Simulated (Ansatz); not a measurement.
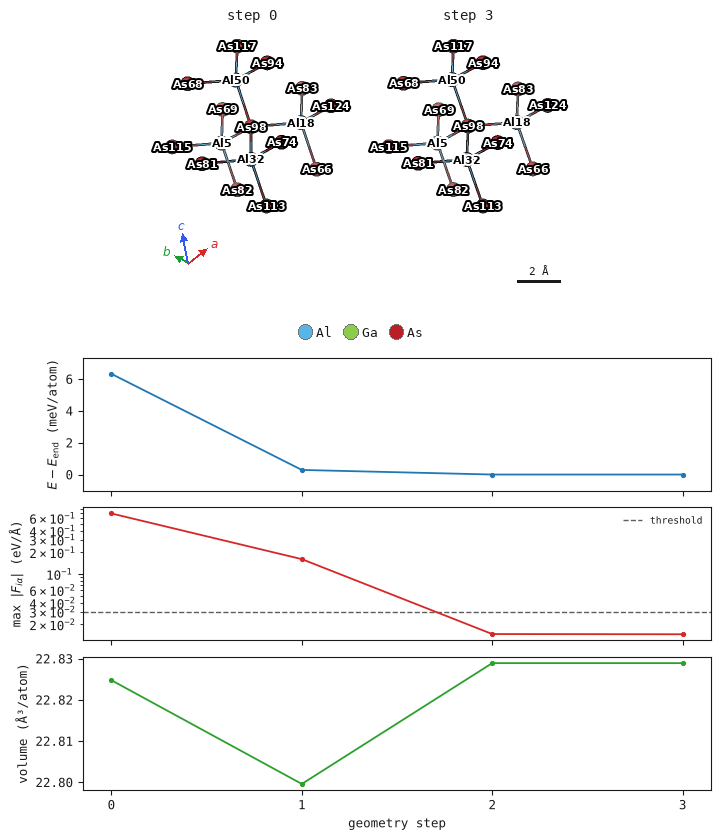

First and last geometry of a relaxation of a crystal of Al60Ga4As64 (a generated structure, set up in P1), with the history of the run. The picture is a ball-and-stick view of the atoms within 4.2 Å of the atom that moves most (axes of the cell of the calculation), seen slightly off an axis.

Level of theory: DFT, PBEsol, PAW, plane waves in Ansatz 0.2.0. Set-up: plane-wave cutoff 420 eV; k-point mesh 1 × 1 × 1; mesh shifted by (0.5, 0.5, 0.5); no spin polarisation; cell relaxed at fixed shape; force threshold 0.03 eV/Å; at most 80 steps.

Did the run converge, and what did it change?

Answer. It converged. After 3 geometry steps the energy has fallen by 6.3 meV per atom. Largest force component: 0.7 eV/Å at the start, 0.015 eV/Å at the end. The pressure goes from 0.11 to 0.01 GPa. As98 moves most: 0.068 Å along [2 −3 1]. Largest moves by element: As 0.068 Å, Ga 0.065 Å, Al 0.064 Å. The lattice vectors keep their values. Near-neighbour distances that change, for instance: Al18–As98 2.518 → 2.455 Å, Al5–As98 2.405 → 2.455 Å, Al5–As115 2.504 → 2.458 Å, Al18–As124 2.444 → 2.458 Å. Bond angles that change, for instance: Al5–As98–Al32 111.8° → 109.4°. The space group stays P1 (No. 1).

| step | E − E(0), meV/atom | largest force component, eV/Å | pressure, GPa | volume, Å³/atom |
| --- | --- | --- | --- | --- |
| 0 | 0.00 | 0.6959 | 0.11 | 22.825 |
| 1 | -6.04 | 0.1614 | 0.11 | 22.800 |
| 2 | -6.32 | 0.0147 | 0.01 | 22.829 |
| 3 | -6.32 | 0.0146 | 0.01 | 22.829 |
